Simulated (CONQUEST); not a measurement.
## A series of single points on Li

System: Li (Fm-3m, 2 atoms in the cell).
Method: Kohn-Sham DFT of a periodic cell, PBE, PseudoDojo NC PBE, no spin polarisation (CONQUEST 1.3).

The 7 runs differ only in the geometry, by an even scaling of the cell at fixed fractional positions. The structure derives from an entry of the Crystallography Open Database.

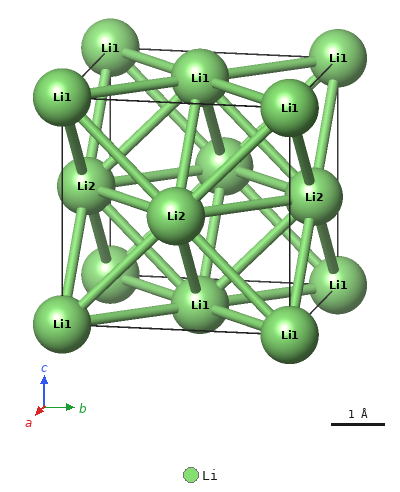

Figure 1. The structure of run 4 (ball-and-stick view of the cell 2 times as large as that of the calculation, set on its symmetry axes, seen slightly off an axis; atoms are numbered from 1 in the order of the input).

### Input of run 4
```
IO.Title Li
IO.Coordinates coords.dat
IO.FractionalAtomicCoords T
IO.Iprint 2
IO.Iprint_init 1
General.NumberOfSpecies 1
General.PseudopotentialType hamann
AtomMove.TypeOfRun static
AtomMove.FullStress T
Grid.PointsAlongX 32
Grid.PointsAlongY 32
Grid.PointsAlongZ 48
DM.SolutionMethod diagon
Diag.MPMesh T
Diag.GammaCentred T
Diag.MPMeshX 9
Diag.MPMeshY 9
Diag.MPMeshZ 6
Diag.kT 0.00183747
minE.SCTolerance 1e-6
SC.MaxIters 100
IO.AtomChargeOutput T
%block ChemicalSpeciesLabel
1 6.940 Li
%endblock
```

Command:
```bash
Conquest
```

Lattice vectors (Å) and fractional positions of run 4:
```
   3.114098    0.000000    0.000000
   0.000000    3.114098    0.000000
   0.000000    0.000000    4.404000
Li  0.000000  0.000000  0.000000
Li  0.500000  0.500000  0.500000
```

Run 2 has the same physical settings and fractional positions; its lattice vectors (Å) are:
```
   3.072011    0.000000    0.000000
   0.000000    3.072011    0.000000
   0.000000    0.000000    4.344479
```

### Results, with one run withheld

```tsv
run	volume per atom (Å³)	free energy per atom, from the lowest run given (meV)	pressure (GPa)
1	20.073	0.00	0.31
2	20.500	?	?
3	20.927	0.04	−0.29
4	21.354	1.13	−0.54
5	21.781	2.88	−0.77
6	22.208	5.17	−0.95
7	22.635	7.97	−1.13
```

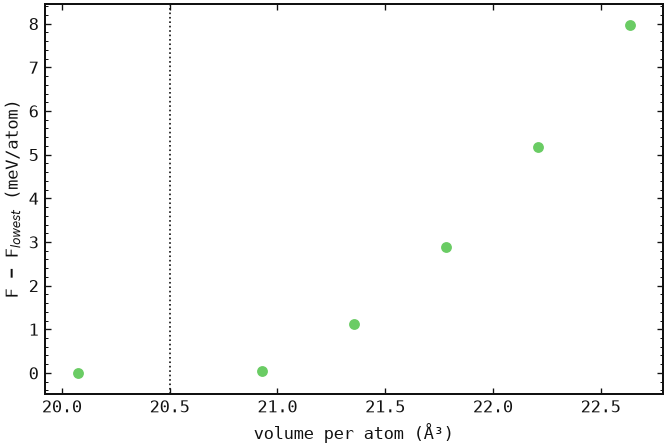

Figure 2. Free energy per atom of the runs given; the dotted line marks run 2.

Estimate the energy of run 2 from the others.

A cubic polynomial in V^(−2/3) (the Birch–Murnaghan form), fitted to the 6 runs given, misses them by at most 0.01 meV per atom. With x = V^(−2/3) − 0.12946 Å⁻², it reads F = 1.5456 − 929.93 x + 1.1225e+05 x² + 1.0237e+05 x³ (meV per atom). At run 2 it gives −0.37 meV per atom, and the run itself gives −0.38. The slope of the fit gives a pressure −dF/dV of −0.01 GPa there, and the run prints −0.01 GPa. The fit has its minimum at 20.483 Å³ per atom, where V d²F/dV² gives 14.1 GPa: the bulk modulus at this level, since symmetry fixes the shape and the positions.

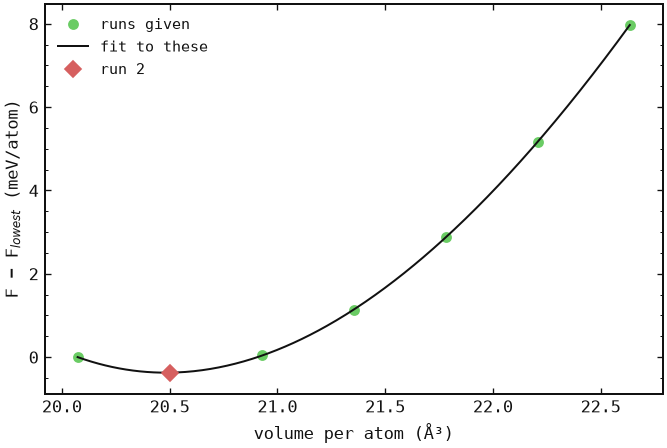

Figure 3. The fit and the withheld run.

### Some lines of the output (run 2)
```
[...]
      Using Fermi-Dirac smearing
          Free Energy (E-TS)               :       -14.402734496701740 Ha
          DFT Total Energy                 :       -14.402066478116655 Ha
          Free Energy (E-TS)               :       -14.402429744119454 Ha
          DFT Total Energy                 :       -14.402082354660838 Ha
          Free Energy (E-TS)               :       -14.402340816500432 Ha
          DFT Total Energy                 :       -14.402087558997252 Ha
          Free Energy (E-TS)               :       -14.402340658682366 Ha
          DFT Total Energy                 :       -14.402087431848368 Ha
      | Free Energy as E-TS      =       -14.402340658682366 Ha
      |* DFT total energy        =       -14.402087431848368 Ha
    force: Average pressure:     -0.01215990 GPa
```

Notes: With a small basis of atomic orbitals these values can differ much from converged plane-wave results.
